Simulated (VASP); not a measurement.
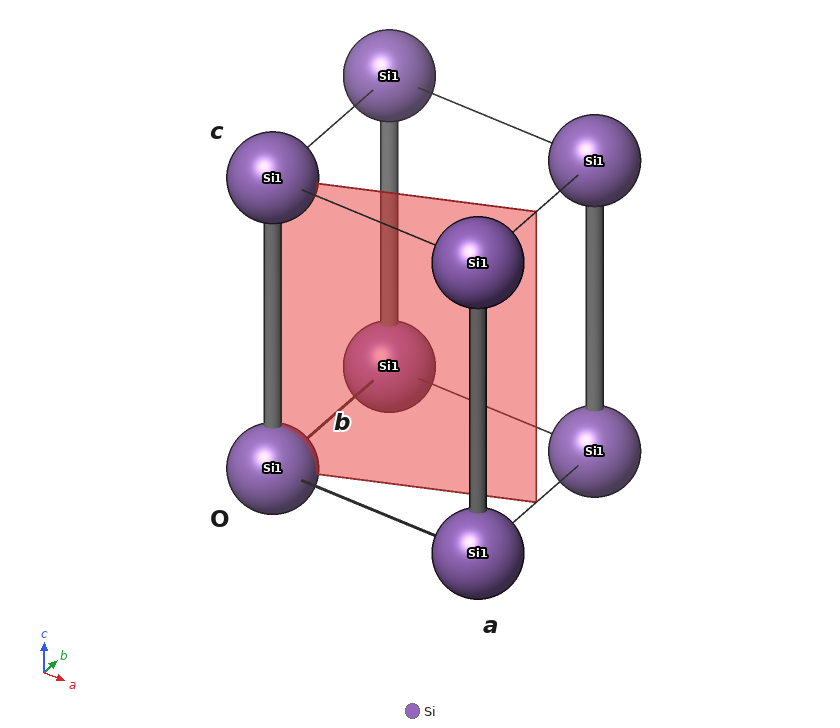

For Si, the end point of a relaxation with VASP Kohn-Sham DFT of a periodic cell, optB88-vdW, VASP PAW PBE potentials, recommended (VASP): the shaded plane is a symmetry element of the crystal. The drawing is computed from the coordinates (standard cell, symmetry found to 0.002 Å).

a = 2.665 Å, b = 2.665 Å, c = 2.522 Å, α = 90.00°, β = 90.00°, γ = 120.00°.

| atom | x | y | z |
| --- | --- | --- | --- |
| Si1 | 0.0000 | 0.0000 | 0.0000 |

**Is it a mirror or a glide plane, and what is the operation?**

It is a mirror plane, parallel to (1 −2 0), through (0.600, 0.300, 1/2): x, y, z → x, x−y, z.

**Onto which atom does it carry each atom (up to whole multiples of a, b and c)?**

Si1 → Si1.
